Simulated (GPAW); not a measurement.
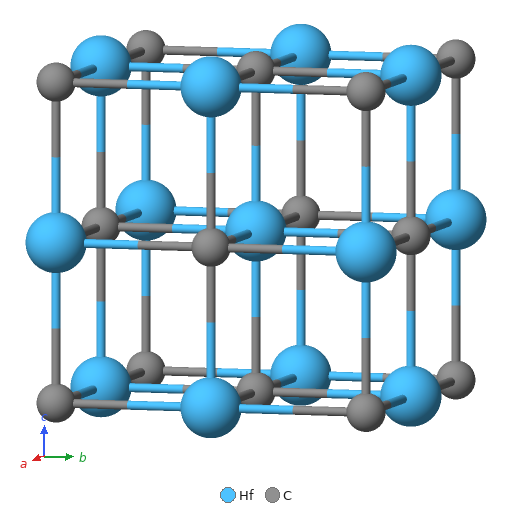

System: HfC, space group Fm-3m (No. 225). The picture shows the conventional cell.

Starting cell:
```
CELL_PARAMETERS angstrom
0.00000 2.32500 2.32500
2.32500 0.00000 2.32500
2.32500 2.32500 0.00000
ATOMIC_POSITIONS crystal
Hf 0.50000 0.50000 0.50000
C 0.00000 0.00000 0.00000
```

Calculation (GPAW 26.7.0): PAW DFT in plane waves, on a grid or in atomic orbitals, no spin polarisation; energies at scaled volumes of the given cell, shape and fractions fixed, counted from the fit's minimum, third-order Birch-Murnaghan fit. Level: r2SCAN.

| setting | value |
| --- | --- |
| k mesh | 10×10×10 |
| occupations | Fermi–Dirac |
| smearing width | 0.05 eV |
| potentials | GPAW PAW data sets (gpaw data 1.2.1) |
| wave cutoff | 800 eV |
| program settings | basis pw |

What does the calculation give for the energy and pressure against volume? The volume takes the values 11.81, 12.07, 12.32, 12.57, 12.82, 13.07, 13.32 Å³/atom.

A third-order Birch–Murnaghan fit gives V0 = 12.57 Å³/atom, B0 = 249 GPa and B′ = 3.9. The energy is 38.85 meV/atom at volume 11.81 Å³/atom and 32.06 meV/atom at 13.32 Å³/atom; the lowest computed point is at volume 12.57 Å³/atom (−0.01 meV/atom), in a single well. The pressure falls from 17.16 GPa at volume 11.81 Å³/atom to −13.15 GPa at 13.32 Å³/atom, and changes sign near 12.56 Å³/atom.

```
volume (Å³/atom)  energy (meV/atom)  pressure (GPa)
           11.81              38.85           17.16
           12.07              16.67           10.79
           12.32               4.01            5.01
           12.57              -0.01           -0.23
           12.82               3.81           -4.97
           13.07              14.73           -9.26
           13.32              32.06          -13.15
```

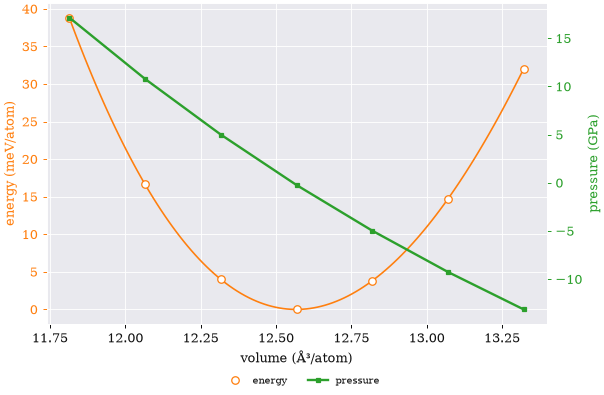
